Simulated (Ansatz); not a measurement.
**W: equation of state, part 1 of 2**

How stiff is W, and at what volume does the pressure vanish? The cell is scaled evenly, atoms carried along, and solved with LAPW, PAW and all-electron datasets made for the crystal.

Program: Ansatz 0.2.0. Level of theory: DFT PBE, scalar-relativistic. These are calculated values, not measurements.

1 further run of the same task is left out (set aside as unsound or not needed).

### Step 1. Starting point

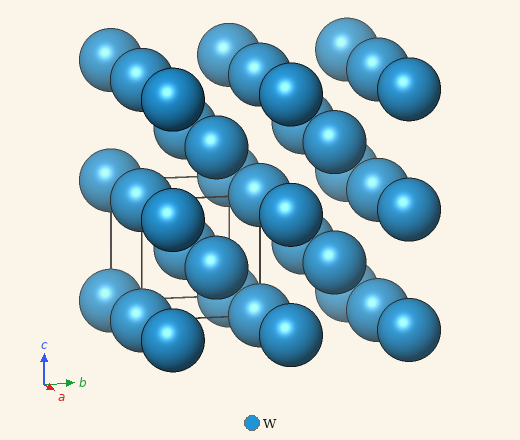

Start, viewed slightly off an axis; tungsten blue. 2×2×2 cells are drawn. Atoms on the faces are drawn again on the opposite ones. The cell drawn here is the conventional one.

Coordinates:

```
CELL_PARAMETERS angstrom
-1.59227 1.59227 1.59227
1.59227 -1.59227 1.59227
1.59227 1.59227 -1.59227
ATOMIC_POSITIONS crystal
W 0.00000 0.00000 0.00000
```

The cell was relaxed by PAW from a hypothetical start (bcc type); it needn't be the stable phase of this composition.

### Step 2. Volume × 0.96, LAPW

Input file input.yaml:

```yaml
crystal:
  lattice:
    - [-1.5707514358, 1.5707514358, 1.5707514358]
    - [1.5707514358, -1.5707514358, 1.5707514358]
    - [1.5707514358, 1.5707514358, -1.5707514358]
  atoms:
    - { symbol: W, position: [0.0, 0.0, 0.0] }
kpoints:
  mp_grid: { grid: [14, 14, 14] }
scf:
  occupations: { method: fermi_dirac, width: 0.08 }
hamiltonian:
  xc: pbe
  pseudopotentials: { kind: all_electron, lapw: { basis_error: 0.00025 } }
output:
  forces: true
  stress: true
  eigenvalues: true
```

Output, shortened:

```text
LAPW: plane waves up to 9.436 Å⁻¹, error target 2.5e-4 eV per atom; small_component_spin mean_spin; W in spheres of 1.360 Å, 44 of its electrons in bands, Dirac shells []
[...]
Pseudopotentials: kind: all_electron
Pseudopotential: W, LAPW, valence charge 44, Koelling and Harmon's equation, gaussian nucleus
Functional definition: PBE
[...]
Crystal: 1 atoms, lattice volume = 15.502 Å³
Basis set: ecut = 339.2088745058702 eV, 225 PW (Γ), exchange–correlation at level 2
Bands: 27, of which v1, the nominal top of the filled ones, is band 22 counted from 1 (21 counted from 0)
Symmetry: 48 space group operations
Space group: Im-3m (ITA 229), of the structure as read, at distance tolerance 2.5e-5 Å
k-points: 104 of 2744
[...]
SCF iter   1: F=—  HF=-439202.381662 eV  |F-HF|=—  |Δ(HF+E_count)|=         —  Δρ=3.63e-2  dr2=1.04e-1  ethr=2.35e-4  ⟨swp⟩=2.9  Hψ=17326  notcnv=0
[...]
the basis was enlarged: its passes take 1.6 MiB over the memory plan, 1 of 1 planned eigensolver slots
[...]
SCF iter   8: F=-439202.193440 eV  HF=-439202.193440 eV  |F-HF|=9.90e-10  |Δ(HF+E_count)|=   1.77e-7  Δρ=1.27e-5  dr2=1.18e-8  ethr=1.57e-9  ⟨swp⟩=2.0  Hψ=8250  notcnv=0
[...]
SCF converged after 8 iterations
Free energy (F): -439202.193440 eV
[...]
E sigma→0 (E₀):  -439202.186460 eV
Entropy (-TS):   -0.013960 eV (-13.960 meV/atom)
Fermi energy:    29.976217 eV
[...]
--- Forces (eV/Å), atoms counted from 1 ---
  atom   1  W     -0.00000000     0.00000000    -0.00000000
[...]
--- Stress (GPa, compression-positive) ---
       13.416089       0.000000      -0.000000
        0.000000      13.416089       0.000000
       -0.000000       0.000000      13.416089
  P = ⅓ Tr σ = 13.4161 GPa (134.161 kbar)
--- Band table (eV; the first three rows and the last of 104) ---
  k-point 0: bands = ["-388.0966", "-388.0966", "-388.0966", "-203.1778", "-203.1778", "-203.1383", "-203.1383", "-203.1383", "-44.2160", "-7.7819", "-7.7819", "-7.7819", "1.6502", "1.6502", "1.6502", "1.6749", "1.6749", "1.6749", "1.7506", "20.1260", "28.5988", "28.5988", "28.5988", [...]
[...]
```

It took 17 s on 1 thread, shared host.

Read from it: pressure 13.42 GPa; no gap.

### Step 3. Volume × 0.96, PAW

input.yaml: that of step 2 with these lines changed.

```diff
@@ -13,3 +13,3 @@
   xc: pbe
-  pseudopotentials: { kind: all_electron, lapw: { basis_error: 0.00025 } }
+  pseudopotentials: { kind: paw }
 output:
@@ -18 +18,2 @@
   eigenvalues: true
+  efg: { contact_densities: true }
```

Output, shortened:

```text
W: output.efg is read without spin–orbit coupling, which moves field gradients at and beside such atoms by some per cent and up to a factor of two; PAW files take it under magnetization.noncollinear and magnetization.spin_orbit
[...]
Pseudopotentials: kind: paw
Pseudopotential: W, paw, valence charge 14, recommended cutoff 420 eV (normal)
Functional definition: PBE
[...]
Crystal: 1 atoms, lattice volume = 15.502 Å³
Basis set: ecut = 420 eV, 321 PW (Γ), exchange–correlation on 40×40×40 points (8 copies of the dense FFT grid, shifted against one another)
Bands: 11, of which v1, the nominal top of the filled ones, is band 7 counted from 1 (6 counted from 0)
Symmetry: 48 space group operations
Space group: Im-3m (ITA 229), of the structure as read, at distance tolerance 2.5e-5 Å
k-points: 104 of 2744
[...]
SCF converged after 6 iterations
Free energy (F): -10384.796443 eV
[...]
E sigma→0 (E₀):  -10384.789461 eV
Entropy (-TS):   -0.013966 eV (-13.966 meV/atom)
Fermi energy:    23.295692 eV
[...]
--- Forces (eV/Å), atoms counted from 1 ---
  atom   1  W      0.00000000    -0.00000000     0.00000000
[...]
--- Stress (GPa, compression-positive) ---
       13.375680      -0.000000      -0.000000
        0.000000      13.375680       0.000000
       -0.000000       0.000000      13.375680
  P = ⅓ Tr σ = 13.3757 GPa (133.757 kbar)
--- PAW observables at the nuclei: V_zz in 10²¹ V/m², potentials from the cell's mean, atoms counted from 1 ---
  atom   1  W  V_zz =    -0.000000   η = 0.0000   by run symmetry: forbidden
            electrostatic potential = -14822.393238 V   contact ρ = 8822110.835520 e/Å³
--- Band table (eV; the first three rows and the last of 104) ---
  k-point 0: bands = ["-50.8844", "-14.4484", "-14.4484", "-14.4484", "13.4462", "21.9185", "21.9185", "21.9185", "25.4998", "25.4998", "37.7621"]
[...]
```

Wall time 2.1 s (1 thread, shared host).

This run gives: pressure 13.38 GPa; no gap.

### Step 4. Volume × 0.96, crystal datasets

input.yaml: that of step 3 with these lines changed.

```diff
@@ -13,3 +13,3 @@
   xc: pbe
-  pseudopotentials: { kind: paw }
+  pseudopotentials: { kind: all_electron, datasets: crystal }
 output:
```

Output, shortened:

```text
[...]
W: output.efg is read without spin–orbit coupling, which moves field gradients at and beside such atoms by some per cent and up to a factor of two; PAW files take it under magnetization.noncollinear and magnetization.spin_orbit
[...]
Pseudopotentials: kind: all_electron
Pseudopotential: W, paw, valence charge 28, recommended cutoff 320 eV (normal), Koelling and Harmon's equation, gaussian nucleus
Functional definition: PBE
[...]
Crystal: 1 atoms, lattice volume = 15.502 Å³
Basis set: ecut = 320 eV, 201 PW (Γ), exchange–correlation on 32×32×32 points (8 copies of the dense FFT grid, shifted against one another)
Bands: 7, of which v1, the nominal top of the filled ones, is band 3 counted from 1 (2 counted from 0)
Symmetry: 48 space group operations
Space group: Im-3m (ITA 229), of the structure as read, at distance tolerance 2.5e-5 Å
k-points: 104 of 2744
[...]
Fermi energy:    29.976169 eV
[...]
  The terms above E_closure are by the made datasets' own strengths, without shells solved beside the bands.
--- Forces (eV/Å), atoms counted from 1 ---
  atom   1  W      0.00000000     0.00000000    -0.00000000
[...]
--- Stress (GPa, compression-positive) ---
       13.420131      -0.000000      -0.000000
        0.000000      13.420131       0.000000
       -0.000000      -0.000000      13.420131
  P = ⅓ Tr σ = 13.4201 GPa (134.201 kbar)
  It holds what live shells' own plane waves past their cutoff add
--- PAW observables at the nuclei: V_zz in 10²¹ V/m², potentials from the cell's mean, atoms counted from 1 ---
  atom   1  W  V_zz =    -0.000000   η = 0.0000   by run symmetry: forbidden
            electrostatic potential = -14822.264196 V   contact ρ = 8817773.710437 e/Å³
--- Band table (eV; the first three rows and the last of 104) ---
  k-point 0: bands = ["20.1259", "28.5988", "28.5988", "28.5988", "32.1806", "32.1806"]
[...]
```

It took 4.4 s on 1 thread, shared host.

This run gives: pressure 13.42 GPa; no gap.

### Step 5. Volume × 0.98, LAPW

Input file input.yaml:

```yaml
crystal:
  lattice:
    - [-1.5815845467, 1.5815845467, 1.5815845467]
    - [1.5815845467, -1.5815845467, 1.5815845467]
    - [1.5815845467, 1.5815845467, -1.5815845467]
  atoms:
    - { symbol: W, position: [0.0, 0.0, 0.0] }
kpoints:
  mp_grid: { grid: [14, 14, 14] }
scf:
  occupations: { method: fermi_dirac, width: 0.08 }
hamiltonian:
  xc: pbe
  pseudopotentials: { kind: all_electron, lapw: { basis_error: 0.00025 } }
output:
  forces: true
  stress: true
  eigenvalues: true
```

Output, shortened:

```text
LAPW: plane waves up to 9.351 Å⁻¹, error target 2.5e-4 eV per atom; small_component_spin mean_spin; W in spheres of 1.370 Å, 44 of its electrons in bands, Dirac shells []
[...]
Pseudopotentials: kind: all_electron
Pseudopotential: W, LAPW, valence charge 44, Koelling and Harmon's equation, gaussian nucleus
Functional definition: PBE
[...]
Crystal: 1 atoms, lattice volume = 15.825 Å³
Basis set: ecut = 333.1606618373781 eV, 225 PW (Γ), exchange–correlation at level 2
Bands: 27, of which v1, the nominal top of the filled ones, is band 22 counted from 1 (21 counted from 0)
Symmetry: 48 space group operations
Space group: Im-3m (ITA 229), of the structure as read, at distance tolerance 2.5e-5 Å
k-points: 104 of 2744
[...]
SCF iter   1: F=—  HF=-439202.407767 eV  |F-HF|=—  |Δ(HF+E_count)|=         —  Δρ=3.61e-2  dr2=1.06e-1  ethr=2.40e-4  ⟨swp⟩=2.9  Hψ=17321  notcnv=0
[...]
the basis was enlarged: its passes take 1.6 MiB over the memory plan, 1 of 1 planned eigensolver slots
[...]
SCF iter   8: F=-439202.213312 eV  HF=-439202.213312 eV  |F-HF|=8.15e-10  |Δ(HF+E_count)|=   2.05e-7  Δρ=1.31e-5  dr2=1.29e-8  ethr=1.76e-9  ⟨swp⟩=2.0  Hψ=8250  notcnv=0
[...]
SCF converged after 8 iterations
Free energy (F): -439202.213312 eV
[...]
E sigma→0 (E₀):  -439202.206583 eV
Entropy (-TS):   -0.013459 eV (-13.459 meV/atom)
Fermi energy:    29.292873 eV
[...]
--- Forces (eV/Å), atoms counted from 1 ---
  atom   1  W     -0.00000000     0.00000000     0.00000000
[...]
--- Stress (GPa, compression-positive) ---
        6.419862       0.000000       0.000000
        0.000000       6.419862      -0.000000
        0.000000      -0.000000       6.419862
  P = ⅓ Tr σ = 6.4199 GPa (64.199 kbar)
--- Band table (eV; the first three rows and the last of 104) ---
[... band rows left out ...]
[...]
```

Wall time 16 s (1 thread, shared host).

Read from it: pressure 6.42 GPa; no gap.

### Step 6. Volume × 0.98, PAW

input.yaml: that of step 5 with these lines changed.

```diff
@@ -13,3 +13,3 @@
   xc: pbe
-  pseudopotentials: { kind: all_electron, lapw: { basis_error: 0.00025 } }
+  pseudopotentials: { kind: paw }
 output:
@@ -18 +18,2 @@
   eigenvalues: true
+  efg: { contact_densities: true }
```

Output, shortened:

```text
W: output.efg is read without spin–orbit coupling, which moves field gradients at and beside such atoms by some per cent and up to a factor of two; PAW files take it under magnetization.noncollinear and magnetization.spin_orbit
[...]
Pseudopotentials: kind: paw
Pseudopotential: W, paw, valence charge 14, recommended cutoff 420 eV (normal)
Functional definition: PBE
[...]
Crystal: 1 atoms, lattice volume = 15.825 Å³
Basis set: ecut = 420 eV, 321 PW (Γ), exchange–correlation on 40×40×40 points (8 copies of the dense FFT grid, shifted against one another)
Bands: 11, of which v1, the nominal top of the filled ones, is band 7 counted from 1 (6 counted from 0)
Symmetry: 48 space group operations
Space group: Im-3m (ITA 229), of the structure as read, at distance tolerance 2.5e-5 Å
k-points: 104 of 2744
[...]
SCF converged after 6 iterations
Free energy (F): -10384.816216 eV
[...]
E sigma→0 (E₀):  -10384.809481 eV
Entropy (-TS):   -0.013470 eV (-13.470 meV/atom)
Fermi energy:    22.748137 eV
[...]
--- Forces (eV/Å), atoms counted from 1 ---
  atom   1  W     -0.00000000     0.00000000    -0.00000000
[...]
--- Stress (GPa, compression-positive) ---
        6.354743      -0.000000       0.000000
       -0.000000       6.354743       0.000000
       -0.000000       0.000000       6.354743
  P = ⅓ Tr σ = 6.3547 GPa (63.547 kbar)
--- PAW observables at the nuclei: V_zz in 10²¹ V/m², potentials from the cell's mean, atoms counted from 1 ---
  atom   1  W  V_zz =    -0.000000   η = 0.0000   by run symmetry: forbidden
            electrostatic potential = -14821.626010 V   contact ρ = 8822104.604450 e/Å³
--- Band table (eV; the first three rows and the last of 104) ---
  k-point 0: bands = ["-51.4447", "-15.0413", "-15.0413", "-15.0413", "13.0266", "21.4206", "21.4206", "21.4206", "24.9179", "24.9179", "37.1820"]
[...]
```

Wall time 2.1 s (1 thread, shared host).

In short: pressure 6.35 GPa; no gap.

(Continued in part 2 of 2.)
